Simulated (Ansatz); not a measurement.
Cell and atoms:

```cif
data_structure
_symmetry_space_group_name_H-M 'P 1'
_symmetry_Int_Tables_number 1
_cell_length_a 5.5025
_cell_length_b 5.5025
_cell_length_c 4.4223
_cell_angle_alpha 90.000
_cell_angle_beta 90.000
_cell_angle_gamma 90.000
_cell_volume 133.89
loop_
_atom_site_label
_atom_site_type_symbol
_atom_site_fract_x
_atom_site_fract_y
_atom_site_fract_z
_atom_site_occupancy
Al1 Al 0.15690 0.34310 0.00000 1
Al2 Al 0.15690 0.65690 0.50000 1
Al3 Al 0.84310 0.34310 0.50000 1
Al4 Al 0.84310 0.65690 0.00000 1
Cu1 Cu 0.00000 0.00000 0.75000 1
Cu2 Cu 0.00000 0.00000 0.25000 1
Al5 Al 0.65690 0.84310 0.50000 1
Al6 Al 0.65690 0.15690 0.00000 1
Al7 Al 0.34310 0.84310 0.00000 1
Al8 Al 0.34310 0.15690 0.50000 1
Cu3 Cu 0.50000 0.50000 0.25000 1
Cu4 Cu 0.50000 0.50000 0.75000 1
```

### What would you see if this were drawn?

Chemical formula Al2Cu. The structure has I4/mcm (No. 140) symmetry and a body-centred tetragonal lattice. In the cell are 8 Al, 4 Cu, which makes 4 formula units. By contacts within bonding range, the coordination numbers are Al 7 and Cu 10.

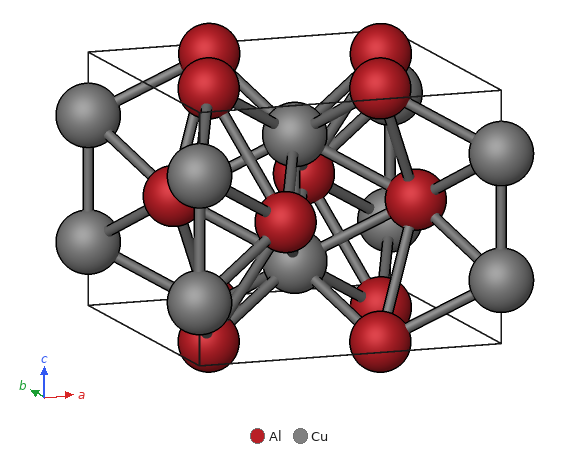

Ball-and-stick drawing of the structure, looking slightly off an axis. Atoms at the boundary of the conventional unit cell (the box) are drawn once for each face, edge or corner they touch. Colours: aluminium red, copper grey.

Its origin is a structure listed in the Materials Project. It was relaxed with Ansatz 0.2.0, DFT PBEsol, scalar-relativistic, plane waves, PAW under a constraint or pressure on the cell, so some stress remains.

At this level of theory the run's own cell isn't at rest (compressed, at 50 GPa), so its distances can differ from those at equilibrium, the more so the softer the solid.
